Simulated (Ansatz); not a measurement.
# C (slab): what the fields show

The calculation's input:

```
crystal:
  lattice:
    - [2.5129226041, 0.0, 0.0]
    - [0.0, 3.5538092279, 0.0]
    - [0.0, 0.0, 25.0516904164]
  atoms:
    - { symbol: C, position: [0.5, 0.0, 0.2993809949] }
    - { symbol: C, position: [0.0, 0.25, 0.2993809949] }
    - { symbol: C, position: [0.0, 0.5, 0.3495357462] }
    - { symbol: C, position: [0.5, 0.75, 0.3495357462] }
    - { symbol: C, position: [0.5, 0.0, 0.3996904974] }
    - { symbol: C, position: [0.0, 0.25, 0.3996904974] }
    - { symbol: C, position: [0.0, 0.5, 0.4498452487] }
    - { symbol: C, position: [0.5, 0.75, 0.4498452487] }
    - { symbol: C, position: [0.5, 0.0, 0.5] }
    - { symbol: C, position: [0.0, 0.25, 0.5] }
    - { symbol: C, position: [0.0, 0.5, 0.5501547513] }
    - { symbol: C, position: [0.5, 0.75, 0.5501547513] }
    - { symbol: C, position: [0.5, 0.0, 0.6003095026] }
    - { symbol: C, position: [0.0, 0.25, 0.6003095026] }
    - { symbol: C, position: [0.0, 0.5, 0.6504642538] }
    - { symbol: C, position: [0.5, 0.75, 0.6504642538] }
    - { symbol: C, position: [0.5, 0.0, 0.7006190051] }
    - { symbol: C, position: [0.0, 0.25, 0.7006190051] }
basis:
  ecutwfc: 420
kpoints:
  mp_grid: { grid: [11, 8, 1] }
hamiltonian:
  xc: pbesol
scf:
  occupations: { method: gaussian, width: 0.05 }
output:
  forces: true
  eigenvalues: true
  write_density: true
  write_potential: true
  elf: true
  volumetric_format: npy
relax:
  adjacent_minimum: "off"
  f_tol: 0.02
  max_steps: 60
efield:
  axis: 3
  dipole_correction: true
  ramp_width: 0.04
```

Run with:

```sh
ansatz run input.yaml --threads 2 --pin off --max-ram 5120MiB --backend cpu --events-out ev --progress --plain --runs-dir out
```

The fields are those of the run's last geometry, not of the input's.

Theory: DFT PBEsol, scalar-relativistic, plane waves, PAW (Ansatz).

In a PAW calculation such maps are meaningful between the atoms, not at the nuclei.

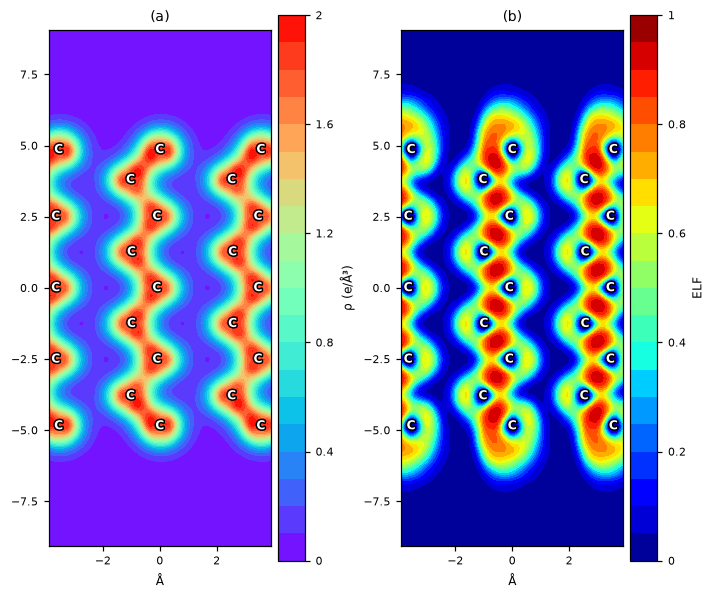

Figure 1. (a) valence electron density; (b) ELF on the (100) plane of the calculation cell, a cut from vacuum to vacuum.

Q: What does the map show?

A: The section cuts through C sites.
C–C (1.47 Å): ρ is about 1.8 e/Å³ halfway; the ELF peaks at about 0.95 between the atoms.
C–C (1.54 Å): ρ is about 1.6 e/Å³ halfway; the ELF peaks at about 0.95 between the atoms.
C–C (1.59 Å): the density is about 1.5 e/Å³ at the midpoint; the ELF peaks at about 0.95 between the atoms.
The density dies away to nearly zero in the vacuum.

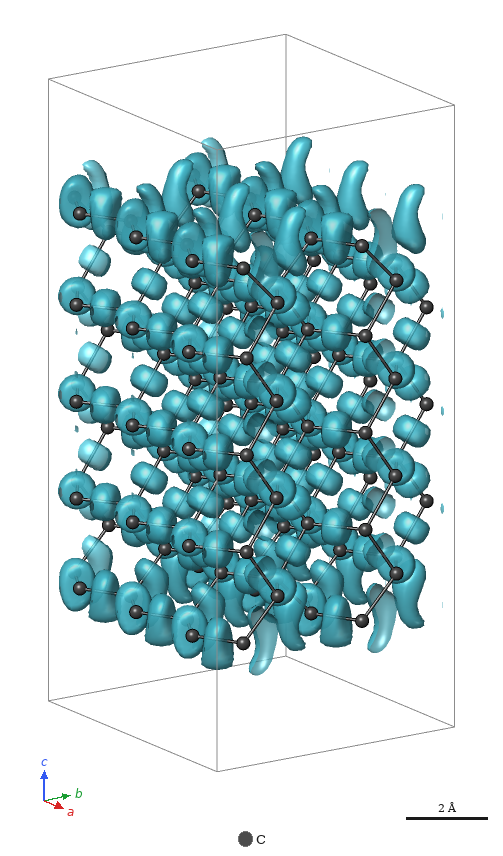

Figure 2. Isosurface of the ELF at 0.75 (cyan), seen at an oblique angle. Only the valence region is drawn (cores and ρ < 0.01 e/Å³ removed). Sticks mark near contacts.

Q: Identify the bonds, lone pairs and shells in this picture.

A: At this value the surface marks out 34 regions between bonded C–C atoms, counted in one cell of 18 atoms. Counts are for one cell; the picture repeats the cell along the surface. Along the contacts the grid gives the following. C–C (1.43 Å): the ELF peaks at about 0.95 between the atoms.

Q: Metal or insulator at this level of theory?

A: It is gapless in this calculation (a metal or semimetal).
